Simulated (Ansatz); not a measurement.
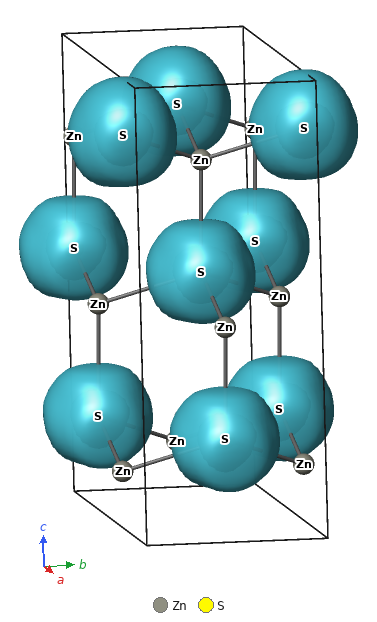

Figure 1: ZnS. Isosurface of the electron localisation function at 0.75 (cyan), seen slightly off an axis. Core shells and regions of very low density are left out. Sticks mark near contacts.

Space group Cm; not relaxed (largest force 0.8 eV/Å).

Level of theory: DFT r2SCAN, scalar-relativistic, plane waves, PAW (Ansatz 0.2.0).

Input

```
crystal:
  lattice:
    - [2.6945131931, -2.6945131931, 0.0]
    - [2.6945131931, 0.0, -2.6945131931]
    - [8.5326251116, 4.4908553219, 3.1435987254]
  atoms:
    - { symbol: Zn, position: [0.7361, -0.65975, 0.7917] }
    - { symbol: Zn, position: [0.1805444444, -0.0486388889, 0.4583666667] }
    - { symbol: Zn, position: [0.6249888889, 0.5624722222, 0.1250333333] }
    - { symbol: S, position: [0.3749888889, -0.0625277778, 0.8750333333] }
    - { symbol: S, position: [0.8194333333, -0.4514166667, 0.5417] }
    - { symbol: S, position: [0.2638777778, 0.1596944444, 0.2083666667] }
basis:
  ecutwfc: 500
kpoints:
  mp_grid: { grid: [7, 7, 3] }
hamiltonian:
  xc: r2scan
scf:
  occupations: { method: gaussian, width: 0.05 }
output:
  forces: true
  stress: true
  eigenvalues: true
  write_density: true
  write_potential: true
  elf: true
  volumetric_format: npy
```

Command:

```sh
ansatz run input.yaml --threads 2 --pin off --max-ram 5120MiB --backend cpu --events-out ev --progress --plain --runs-dir out
```

Below, planes, directions and counts refer to the conventional cell (a = 6.60 Å, b = 3.81 Å, c = 9.40 Å, α = 90.00°, β = 96.72°, γ = 90.00°).

What do the ELF domains correspond to?

Answer. At this value the surface marks out six regions wrapped around S (the valence shell of each), counted in one cell of 12 atoms. Any copies at cell faces, edges or corners count once. Profiles from the grid: Zn–S (2.33 Å): the ELF peaks at about 0.90 in the valence shell of S, 0.8 Å from its nucleus, and is about 0.55 at the midpoint. Zn–S (2.58 Å): the ELF peaks at about 0.90 in the valence shell of S, 0.8 Å from its nucleus, and is about 0.55 at the midpoint.

Metal or insulator at this level of theory?

Answer. It is gapped, with a Kohn–Sham gap of 2.4 eV on the k-point mesh (the band edges may lie off the mesh, which would make the gap smaller).
